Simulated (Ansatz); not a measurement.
**Si12HO24 (cell charge +1, with a compensating background) (cell with a defect): density, localisation and related maps**

```yaml
crystal:
  lattice:
    - [2.51002, 4.34748, -5.50947]
    - [2.51002, 4.34748, 5.50947]
    - [7.53006, -4.34748, 0.00000]
  atoms:
    - { symbol: Si, position: [0.76937, 0.75490, 0.00390] }
    - { symbol: Si, position: [0.01835, 0.00064, 0.50681] }
    - { symbol: Si, position: [0.25972, 0.25759, 0.00224] }
    - { symbol: Si, position: [0.51062, 0.50714, 0.48872] }
    - { symbol: Si, position: [0.04258, 0.69179, 0.27145] }
    - { symbol: Si, position: [0.29044, 0.95236, 0.76846] }
    - { symbol: Si, position: [0.53849, 0.19971, 0.25344] }
    - { symbol: Si, position: [0.77832, 0.45067, 0.75738] }
    - { symbol: Si, position: [0.95735, 0.27994, 0.24745] }
    - { symbol: Si, position: [0.21526, 0.53984, 0.73248] }
    - { symbol: Si, position: [0.45520, 0.77893, 0.22965] }
    - { symbol: Si, position: [0.71223, 0.02804, 0.74549] }
    - { symbol: O, position: [0.79657, 0.56589, 0.91226] }
    - { symbol: O, position: [0.03431, 0.80278, 0.43188] }
    - { symbol: O, position: [0.26363, 0.05746, 0.92896] }
    - { symbol: O, position: [0.51506, 0.30876, 0.41405] }
    - { symbol: O, position: [0.27368, 0.40560, 0.86211] }
    - { symbol: O, position: [0.54857, 0.66926, 0.36658] }
    - { symbol: O, position: [0.80407, 0.92097, 0.88343] }
    - { symbol: O, position: [0.04380, 0.15588, 0.37600] }
    - { symbol: O, position: [0.99397, 0.47170, 0.67068] }
    - { symbol: O, position: [0.24703, 0.69635, 0.20577] }
    - { symbol: O, position: [0.50182, 0.95698, 0.72095] }
    - { symbol: O, position: [0.75056, 0.21076, 0.20782] }
    - { symbol: O, position: [0.07033, 0.27879, 0.08853] }
    - { symbol: O, position: [0.31453, 0.52105, 0.57029] }
    - { symbol: O, position: [0.56515, 0.75052, 0.07057] }
    - { symbol: O, position: [0.82062, 0.00453, 0.58606] }
    - { symbol: O, position: [0.97036, 0.48433, 0.32317] }
    - { symbol: O, position: [0.21061, 0.74176, 0.79415] }
    - { symbol: O, position: [0.46066, 0.99072, 0.27647] }
    - { symbol: O, position: [0.72818, 0.24206, 0.79244] }
    - { symbol: O, position: [0.91588, 0.77289, 0.14186] }
    - { symbol: O, position: [0.17785, 0.04216, 0.63314] }
    - { symbol: O, position: [0.43008, 0.29603, 0.11755] }
    - { symbol: O, position: [0.66289, 0.53519, 0.62452] }
    - { symbol: H, position: [0.98726, 0.47811, 0.55579] }
```

Method: DFT PBE, scalar-relativistic, plane waves, PAW in Ansatz.

In a PAW calculation such maps are meaningful between the atoms, not at the nuclei.

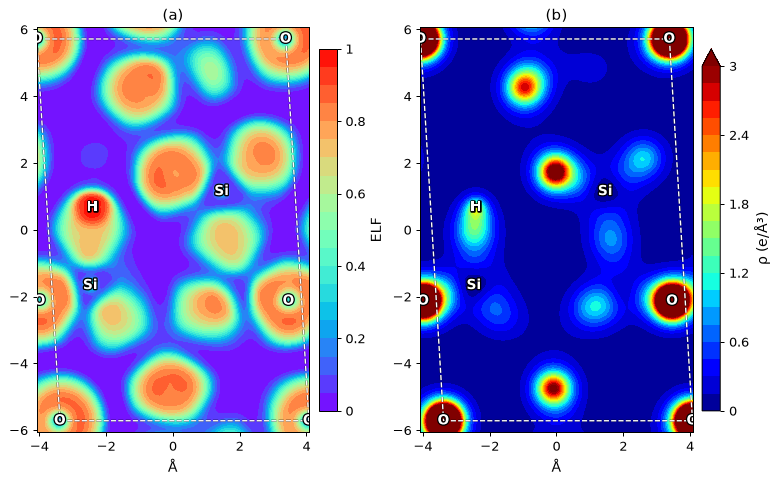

Figure 1. (a) ELF; (b) valence charge density (pseudo) on the (101) plane of the calculation cell.

Question: Read the bonding off the picture.

Answer:
- Atoms in the plane: Si, O and H.
- Atoms just off the plane (Si, 0.5 Å away and O, 0.5 Å away) can leave unmarked features too.
- Si–O (1.59 Å): ρ at the midpoint is about 1.3 e/Å³; the ELF peaks at about 0.85 between the atoms, as expected for a short, strongly polar bond.
- Between the atoms the lowest density in this plane is 0.006 e/Å³.
- The ELF also peaks beside O, away from the bonds: lone-pair regions.

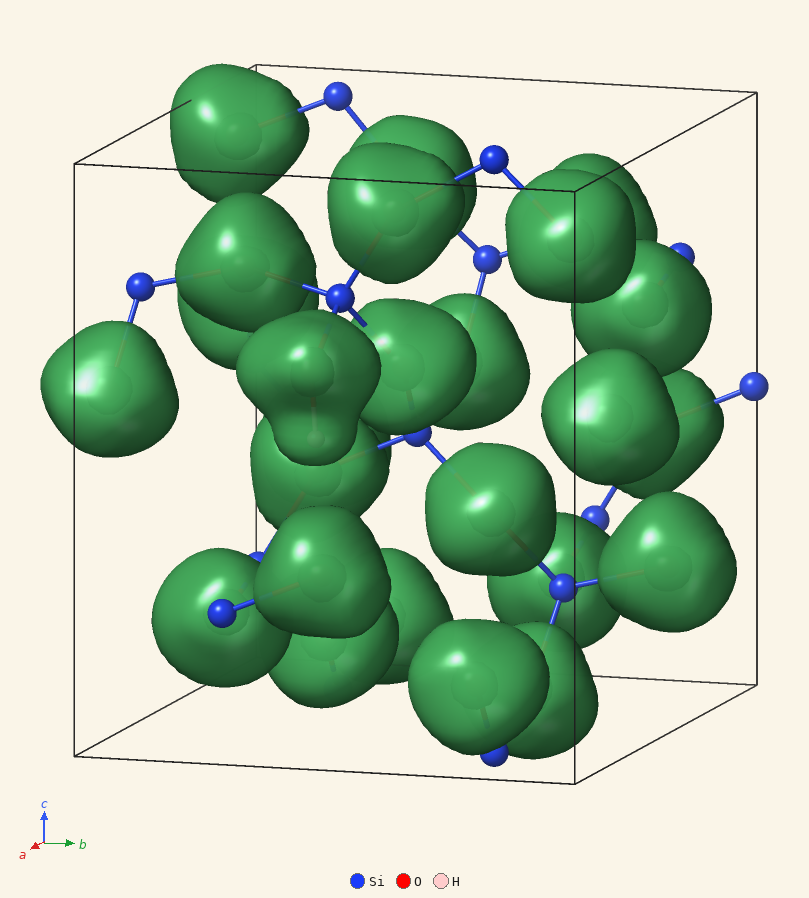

Figure 2. Isosurface of the electron localisation function at 0.65 (green), seen slightly off an axis. Only the valence region is drawn (cores and ρ < 0.01 e/Å³ removed). Sticks mark near contacts.

Question: What do the ELF domains correspond to?

Answer: At this value the surface marks out 23 regions on O in which the atom's valence shell and bonds are merged and one joined region spread over several atoms (H, O), in which their bonds and any lone pairs are merged, counted in one cell of 37 atoms. Regions shared between cells count once. Profiles from the grid: O–H (1.00 Å): the ELF climbs to about 1 towards the hydrogen, as it does in any bond to H; a covalent bond by its length.

Question: Does the calculation give a band gap?

Answer: It is gapped, with a Kohn–Sham gap of 6.1 eV on the k-point mesh, an upper bound to the gap of this method.
